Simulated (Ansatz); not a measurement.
System: SiO2.

```
Si O
1.0
     9.01628    0.00000    0.00000
     0.00000   10.25462    0.00000
     0.00000    0.00000    8.99270
Si O
16 32
Direct
  0.17309 0.86621 0.90952
  0.67309 0.36621 0.90952
  0.32691 0.86621 0.59048
  0.82691 0.36621 0.59048
  0.17309 0.13379 0.09048
  0.67309 0.63379 0.09048
  0.32691 0.13379 0.40952
  0.82691 0.63379 0.40952
  0.32691 0.36621 0.90952
  0.82691 0.86621 0.90952
  0.32691 0.63379 0.09048
  0.82691 0.13379 0.09048
  0.17309 0.36621 0.59048
  0.67309 0.86621 0.59048
  0.17309 0.63379 0.40952
  0.67309 0.13379 0.40952
  0.30782 0.50000 0.00000
  0.80782 0.00000 0.00000
  0.25000 0.61790 0.25000
  0.75000 0.11790 0.25000
  0.19218 0.50000 0.50000
  0.69218 0.00000 0.50000
  0.00000 0.66686 0.38701
  0.50000 0.16686 0.38701
  0.25000 0.11790 0.25000
  0.75000 0.61790 0.25000
  0.25000 0.38210 0.75000
  0.75000 0.88210 0.75000
  0.19218 0.00000 0.00000
  0.69218 0.50000 0.00000
  0.25000 0.88210 0.75000
  0.75000 0.38210 0.75000
  0.25000 0.25000 0.00000
  0.75000 0.75000 0.00000
  0.00000 0.83314 0.88701
  0.50000 0.33314 0.88701
  0.00000 0.33314 0.61299
  0.50000 0.83314 0.61299
  0.00000 0.16686 0.11299
  0.50000 0.66686 0.11299
  0.30782 0.00000 0.50000
  0.80782 0.50000 0.50000
  0.25000 0.75000 0.00000
  0.75000 0.25000 0.00000
  0.25000 0.25000 0.50000
  0.75000 0.75000 0.50000
  0.25000 0.75000 0.50000
  0.75000 0.25000 0.50000
```

Space group Cmce; a structure from a database of computed crystals, not necessarily the ambient phase.

Method: Ansatz, DFT, r2SCAN, plane-wave PAW, default files, scalar-relativistic, frozen cores.

Question: What will maps of the valence pseudo-density and electron localisation function show?

Answer: Si–O (1.60 Å): the density is about 1.3 e/Å³ at the midpoint; the ELF peaks at about 0.85 between the atoms; a shared but strongly polarised pair.

Question: Does the calculation make it a metal, or give it a gap?

Answer: It is gapped, with a Kohn–Sham gap of 6.1 eV on the k-point mesh (the band edges may lie off the mesh, which would make the gap smaller).

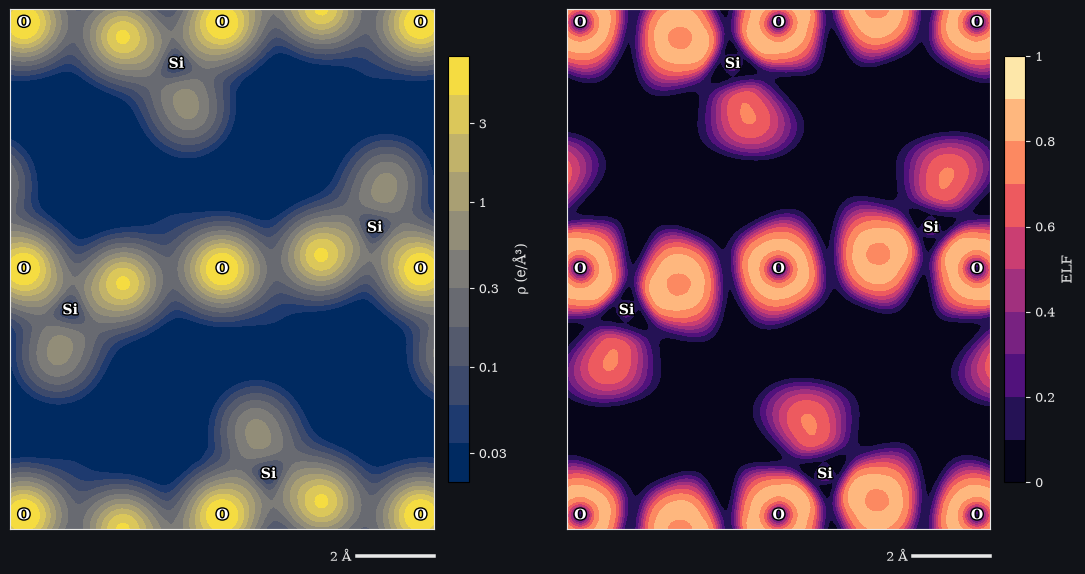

Computed valence pseudo-density and electron localisation function on the (101̄) plane of the conventional cell, in this order. Atoms just off the plane (O, 0.4 Å away) can leave unmarked features too.
